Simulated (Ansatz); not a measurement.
## MoS: single-point calculation (part 2 of 2)

The same run, continued: MoS (F-43m, 4 atoms in the cell); DFT r2SCAN, scalar-relativistic, plane waves, PAW, spin-polarised (Ansatz 0.2.0); cutoff 500 eV, 12×12×6 k-mesh, Gaussian smearing of 0.05 eV, collinear spins. The structure was built on a prototype by a generator; it need not be a known phase. It belongs to a series of runs on one base structure; here: antiferromagnetic, doubled cell, propagation vector (0, 0, 1/2).

Geometry of the input (Å; fractional positions):
```
0.0000  2.6777  2.6777
2.6777  0.0000  2.6777
5.3553  5.3553  0.0000
Mo 0.0000  0.0000  0.0000
S  0.2500  0.2500  0.1250
Mo 0.0000  -0.0000  0.5000
S  0.2500  0.2500  0.6250
```

### The program's output, continued
```
SCF iter   1: F=—  HF=-11747.114672 eV  |F-HF|=—  |Δ(HF+E_count)|=         —  Δρ=2.16e-6 (↑2.16e-6 ↓2.16e-6)  dr2=7.38e-9  dr2_τ=2.02e-10  dr2_m=9.14e-10  M=0.000 μB ∫|m|=2.349 μB  ethr=1.84e-11  ⟨swp⟩=1.0  Hψ=26982  notcnv=0
spin=Collinear: Kerker preconditioning applied to the charge; magnetization (m = ρ↑ − ρ↓) channel mixes plain (no charge-response kernel on spin).
SCF iter   2: F=—  HF=-11747.122147 eV  |F-HF|=—  |Δ(HF+E_count)|=   7.48e-3  Δρ=4.93e-3 (↑4.93e-3 ↓4.31e-3)  dr2=2.64e-1  dr2_τ=2.12e-3  dr2_m=2.52e-3  M=0.442 μB ∫|m|=1.865 μB  ethr=2.50e-6  ⟨swp⟩=1.0  Hψ=27539  notcnv=0
SCF iter   3: F=—  HF=-11747.112393 eV  |F-HF|=—  |Δ(HF+E_count)|=   9.75e-3  Δρ=7.88e-4 (↑7.41e-4 ↓7.88e-4)  dr2=1.70e-3  dr2_τ=5.00e-5  dr2_m=3.09e-4  M=0.195 μB ∫|m|=2.251 μB  ethr=2.50e-6  ⟨swp⟩=1.0  Hψ=16334  notcnv=0
SCF iter   4: F=—  HF=-11747.114673 eV  |F-HF|=—  |Δ(HF+E_count)|=   2.28e-3  Δρ=3.65e-5 (↑3.30e-5 ↓3.65e-5)  dr2=1.50e-5  dr2_τ=9.97e-8  dr2_m=6.06e-8  M=0.004 μB ∫|m|=2.349 μB  ethr=2.50e-6  ⟨swp⟩=1.0  Hψ=12283  notcnv=0
an SCF towards the filling of the open d shells in which the orbitals that avoid the neighbouring atoms hold both spins ahead of the others, with the run's symmetry operations kept and the antiferromagnet's anti-translation given up, reached no lower state that the run goes on to. This is no proof of a minimum
WARN: an SCF from ferromagnetic starting moments (-3.00, 0.00, -3.00, 0.00 Bohr magnetons, atom by atom) was not made, by what the run has read of turns of its moments that order reads lower: the deck asks for what bars it, or types moments that do (magnetization.spin_polarized, in the input reference, names some of the keys), or the run goes by scf.lower_state_search: light, the default, which as a rule tries one only behind a close that has lost an order of both signs, or on which an open d or half-filled 4f shell of a PAW file has lost a moment that was set nearer to Hund's than to what is left; or, under a Hubbard U, one that names an f shell that the input leaves bare beside given moments, or a larger moment for a shell of low spin that is given one. standard, with a start from the atoms, tries one behind each close (in a relaxation, ahead of its steps or at their end). To set out from that order, type those moments (crystal.atoms[].spin; where shells were raised to Hund's moment, beside crystal.symmetry.detect: false) under scf.lower_state_search: light. The bands of the close that named these starting moments, or of the one ahead of a search that led to it (under cold or Methfessel-Paxton smearing those of the Gaussian ahead of it) read a cost of -31.92 meV for the turn to them, carried on from a small turn (-31.92 by the pairs of d shells alone)
this state was not tested for a lower state beside it, because the mixer in use, unlike msr1, does not test its closes by its own steps (another_mixer; see scf.mixing.algorithm and scf.lower_state_search)
SCF converged after 17 iterations
Magnetization: 0.0000 μB (20.0000 up, 20.0000 down)
Absolute magnetization: 2.3492 μB (∫|ρ↑−ρ↓|, with the PAW one-centre terms)
Spin contamination: 0.9764 ħ² per cell (⟨S²⟩ above its minimum at these occupations)
Per-site moments (μB) at R_I (Å): [(0.7515140440889995, 0.9565528708781773), (0.005151675535335567, 0.9565528708781773), (-0.7515140440889995, 0.9565528708781772), (-0.005151675535335475, 0.9565528708781772)]
Free energy (F): -11747.114672 eV
Harris-Foulkes:  -11747.114672 eV  (|F-HF|=3.27e-10)
Internal energy: -11747.110123 eV  (E = F + TS)
E sigma→0 (E₀):  -11747.112397 eV
Entropy (-TS):   -0.004550 eV (-1.137 meV/atom)
Fermi energy:    12.101808 eV
--- Per-component energies (eV) ---
  E_band       = -341.298802
  E_kinetic    = 1102.791507
  E_local      = -2724.110544  (includes V_loc(G=0)·N_el)
  E_nonlocal   = 346.008514
  E_hartree    = 947.579749
  E_xc         = -540.231754
  E_vxc        = -701.024329  (∫ρ·V_xc dr)
  E_paw        = -7656.126019  (= ΣΔE_a)
  E_vpaw       = -302.851286  (= ΣTr[D̂ρ^β])
  E_aug_tail   = 0.000004  (compensation charges beyond the density's cutoff)
  E_vtau       = 42.729843  (kinetic-family band-sum trace: ∫τ·v_τ [+ j·A + Jᵃ·Aᵃ] dr)
  E_ewald      = -3222.359639
  E_core_change = -0.661941  (= ΣΔE_core)
  E_smearing   = -0.004550  (= −TS)
  E_closure    = 0.000000  (closes the sum)
  Σ components = -11747.114672   (vs F -11747.114672, Δ=0.00e0)
--- Forces (eV/Å), atoms counted from 1 ---
  atom   1  Mo    -0.05290222    -0.05290222     0.05290222
  atom   2  S      0.05290792     0.05290792    -0.05290792
  atom   3  Mo    -0.05290222    -0.05290222     0.05290222
  atom   4  S      0.05290792     0.05290792    -0.05290792
  max |Σ_I F_I| component: 1.14e-5 eV/Å
--- Stress (GPa, compression-positive) ---
       -0.458088       0.147801      -0.147801
        0.147801      -0.458088      -0.147801
       -0.147801      -0.147801      -0.458088
  P = ⅓ Tr σ = -0.4581 GPa (-4.581 kbar)
--- Band table (eV; the first three rows and the last of 196) ---
  k-point 0 ↑: bands = ["-51.1738", "-50.3811", "-24.6781", "-24.6747", "-24.6747", "-23.7993", "-23.7509", "-23.7509", "-3.6968", "-2.8925", "5.7086", "6.0424", "6.0424", "6.0763", "6.5259", "6.5259", "10.8552", "10.8552", "12.0917", "12.2153", "12.2153", "13.8916", "14.5181", "14.5181", "16.5512", "16.6621", "16.6621", "16.7030"]
  k-point 1 ↑: bands = ["-51.1738", "-50.3811", "-24.6772", "-24.6747", "-24.6747", "-23.8004", "-23.7509", "-23.7509", "-3.6435", "-2.9461", "5.6798", "6.0056", "6.0768", "6.0768", "6.5069", "6.5069", "10.7930", "10.7930", "12.0864", "12.0864", "12.3879", "14.1344", "14.8160", "14.8160", "16.4021", "16.6593", "16.6593", "16.6762"]
  k-point 2 ↑: bands = ["-51.1738", "-50.3811", "-24.6756", "-24.6746", "-24.6746", "-23.8024", "-23.7510", "-23.7510", "-3.4972", "-3.0930", "5.6447", "5.8509", "6.1624", "6.1624", "6.4523", "6.4523", "10.6714", "10.6714", "11.8836", "11.8836", "13.1616", "14.5915", "15.4631", "15.4631", "15.9542", "16.5422", "16.5422", "16.7384"]
  k-point 97 ↓: bands = ["-51.1688", "-50.3760", "-24.7470", "-24.7206", "-24.6633", "-23.8270", "-23.7987", "-23.7896", "-2.7024", "-2.6865", "5.8213", "5.8481", "6.3713", "6.5026", "7.0776", "7.1047", "10.0910", "10.4735", "11.0186", "11.6535", "11.8922", "12.7623", "13.6662", "14.3151", "14.5470", "14.9771", "19.0161", "19.1212"]
--- Löwdin populations: 4 sites ---
  site symbol       q [e]    m [muB]
     0     Mo     13.8676     1.1452
     1      S      5.9321    -0.0120
     2     Mo     13.8676    -1.1452
     3      S      5.9321     0.0120
  spilling = 0.010015 (of n_electrons = 40.000000)
```

### File populations.tsv
```
# site	symbol	l	j	q_up	q_dn
# orbitals = lowdin
# n_electrons = 40.000000
# spilling = 0.010015
0	Mo	0_4S	-	0.987264	0.987154
0	Mo	0_5S	-	0.247253	0.231943
0	Mo	1_4P	-	2.991165	2.990925
0	Mo	2_4D	-	3.280733	2.151177
1	S	0_3S	-	0.792741	0.790564
1	S	1_3P	-	2.167301	2.181471
2	Mo	0_4S	-	0.987154	0.987264
2	Mo	0_5S	-	0.231943	0.247253
2	Mo	1_4P	-	2.990925	2.991165
2	Mo	2_4D	-	2.151177	3.280733
3	S	0_3S	-	0.790564	0.792741
3	S	1_3P	-	2.181471	2.167301
```

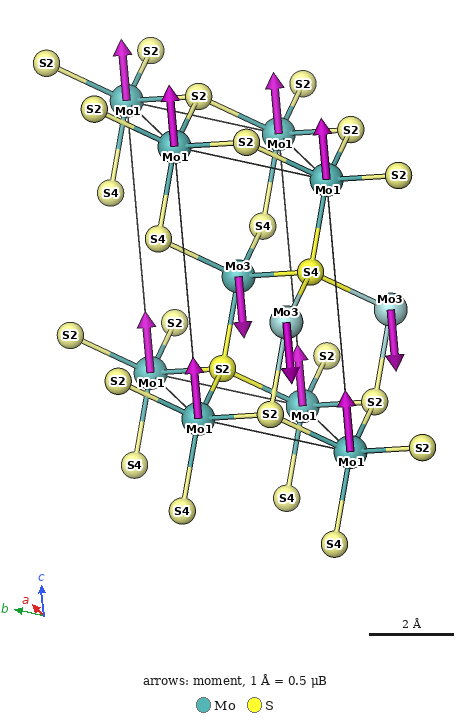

Fig. 1: Magnetic moments of the sites as pink arrows (ball-and-stick view of the reduced cell, seen at an oblique angle; neighbours outside the cell are drawn fainter; atoms are numbered from 1 in the order of the input); small moments hardly show. The run is collinear, so the axis drawn is arbitrary. Site moments: Mo1 (0.75 μB); Mo3 (−0.75 μB). They are counted near the atoms and needn't add up to the moment of the cell.

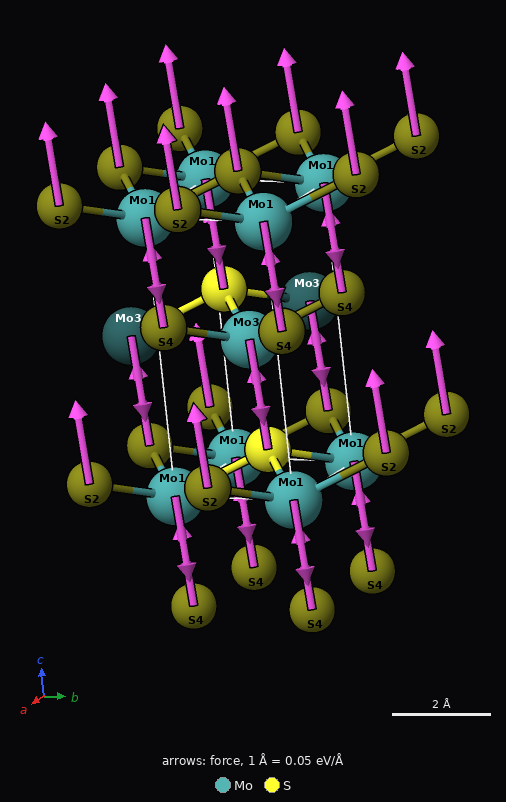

Fig. 2: Forces on the atoms as pink arrows (ball-and-stick view of the reduced cell, seen slightly off an axis; neighbours outside the cell are drawn fainter; atoms are numbered from 1 in the order of the input). The largest act on S2, S4 (0.09 eV/Å); Mo1, Mo3 (0.09 eV/Å). The geometry is not a stationary point of this energy.

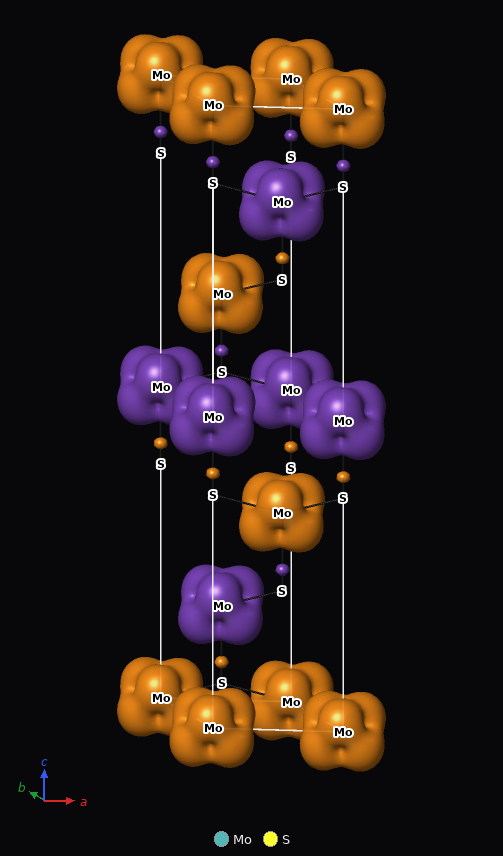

Fig. 3: Isosurfaces of the magnetisation density (up minus down) at +0.04 (orange) and −0.04 e/Å³ (purple), seen slightly off an axis. Sticks mark near contacts. The outline is the cell set on symmetry axes of the magnetic structure. The cell of the calculation (4 atoms) carries 0.0 μB net. In a PAW calculation such maps are meaningful between the atoms, not at the nuclei.

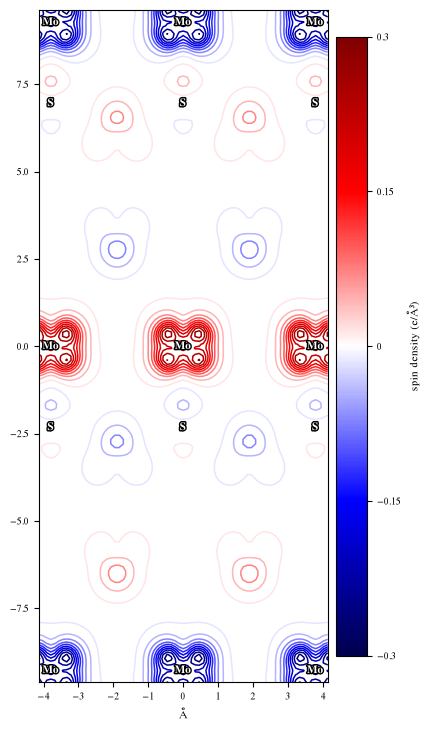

Fig. 4: Spin density on the (100) plane of the conventional cell of the magnetic structure. The section cuts through Mo and S sites. The cell of the calculation (4 atoms) carries 0.0 μB net.

### Key numbers

| quantity | value |
| --- | --- |
| outcome | converged |
| space group (tolerance 0.01 Å) | F-43m (216) |
| electrons treated | 40 |
| free energy | −11747.1147 eV |
| Fermi energy | 12.102 eV |
| gap on the k-point mesh | none (metallic) |
| net moment of the cell | 0.00 μB |
| integrated absolute moment | 2.35 μB |
| pressure | −0.46 GPa |
| largest force (length of the vector) | 0.092 eV/Å |
| wall time | 2.9 min (CPU time 5.8 min) |
| peak memory | 1.6 GiB |

### Remarks

The electronic state found may not be the lowest one. The program warns: another magnetic order may lie lower; the state was not tested for a lower one.
